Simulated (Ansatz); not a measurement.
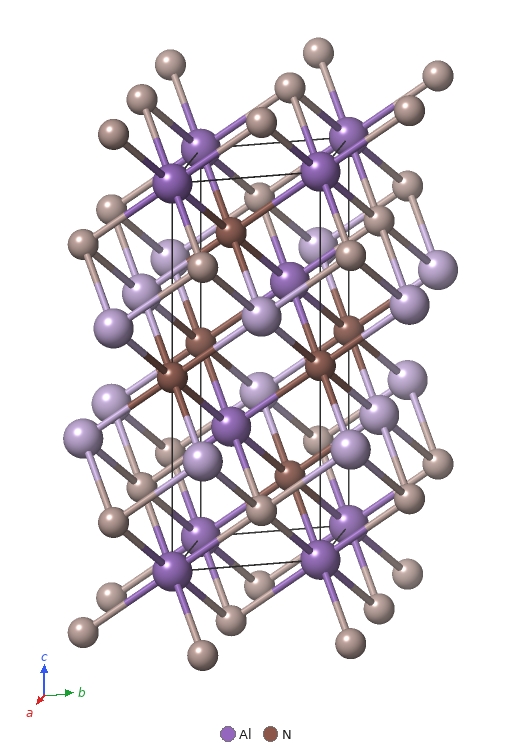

This ball-and-stick model is shown slightly off an axis. The conventional unit cell is outlined; an atom on or near a face, edge or corner is repeated at each equivalent position. Bonded neighbours in the next cells are drawn too, in fainter colours.

AlN, space group R-3m (No. 166), a = 2.77 Å, b = 2.77 Å, c = 7.02 Å, α = 90.00°, β = 90.00°, γ = 120.00°.

Computed with Ansatz, DFT, r2SCAN, plane waves, PAW. Settings: a basis cut at 500 eV, k-points about 0.28 Å⁻¹ apart, no spin polarisation.

What does the calculation say: metal or gapped?

An insulator at this level, with a gap of 5.41 eV, indirect; the smallest direct gap is 7.13 eV.

How strongly do the electrons screen (ε∞)?

ε∞ averages 4.6.

Origin of the cell: a structure type filled with these elements by a generator (whether the compound takes this form wasn't checked). The cell was then strained or its atoms displaced on purpose. It was run through Ansatz as a DFT input.
